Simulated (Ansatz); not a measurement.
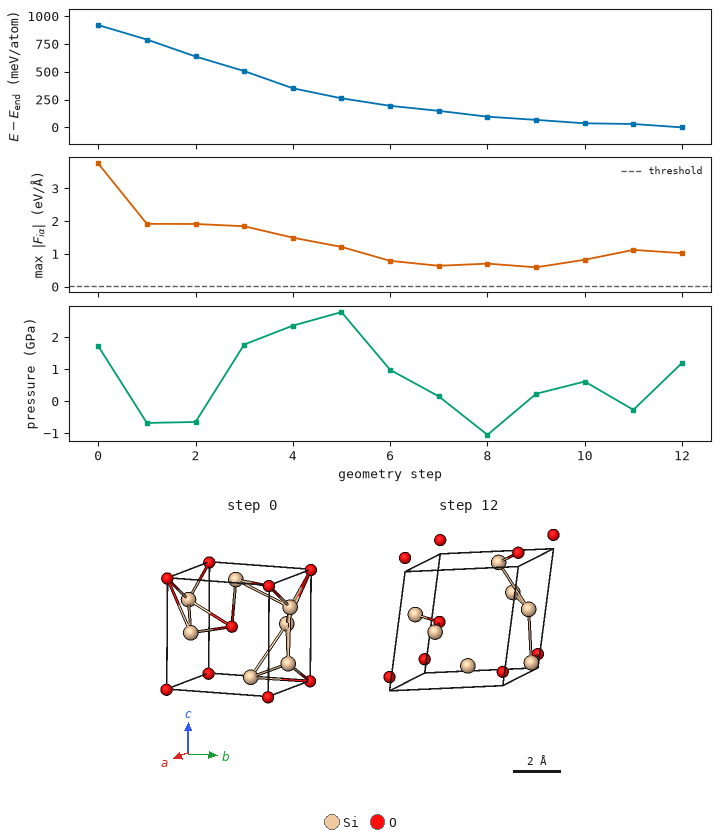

First and last geometry of a relaxation of crystalline Si3O (built on the A15_223 type) (coarse preliminary run), with the history of the run. The picture is a ball-and-stick view of the cell of the calculation, reduced to other axes, seen slightly off an axis. Lengths and directions refer to the drawn axes.

Case: A15 type (Pm-3n, No. 223); cell x1, atoms moved at random (sigma 0.15 Å) and cell strained at random (1.5 %), then relaxed without symmetry.

Theory: DFT PBE, scalar-relativistic, plane waves, PAW in Ansatz 0.2.0. (plane-wave cutoff 420 eV; k-point mesh 6 × 6 × 6; occupations gaussian; smearing width 0.1 eV; no spin polarisation; cell and atoms relaxed; force threshold 0.015 eV/Å; at most 120 steps)

What do the curves and the structures tell?

The run was cut off at its time limit before the relaxation converged, so the last structure is only a point on the way. After 12 geometry steps the energy has fallen by 920 meV per atom. The largest force component goes from 3.8 to 1 eV/Å. Pressure: 1.72 GPa at the start and 1.20 GPa at the end. The largest move relative to the cell is that of an O atom, 1.11 Å along [1 −1 0]. By element the largest moves are O 1.11 Å, Si 0.99 Å. The volume changes by +9.3 %, with a 4.719 → 4.316 Å (−8.6 %), b 4.742 → 5.387 Å (+13.6 %), c 4.877 → 5.286 Å (+8.4 %), α 90.6° → 77.0°, β 91.1° → 93.9°, γ 91.1° → 87.5°. Some distances before and after: Si–Si 2.846 → 4.324 Å, O–Si 2.563 → 4.004 Å, Si–Si 3.011 → 4.277 Å, Si–Si 2.132 → 3.364 Å. Bonds break: Si–Si (2.13 → 3.36 Å). Bond angles that change, for instance: Si–Si–Si 164.0° → 111.2°, Si–Si–Si 121.8° → 158.1°, Si–Si–Si 116.3° → 151.6°. The space group stays P1 (No. 1).
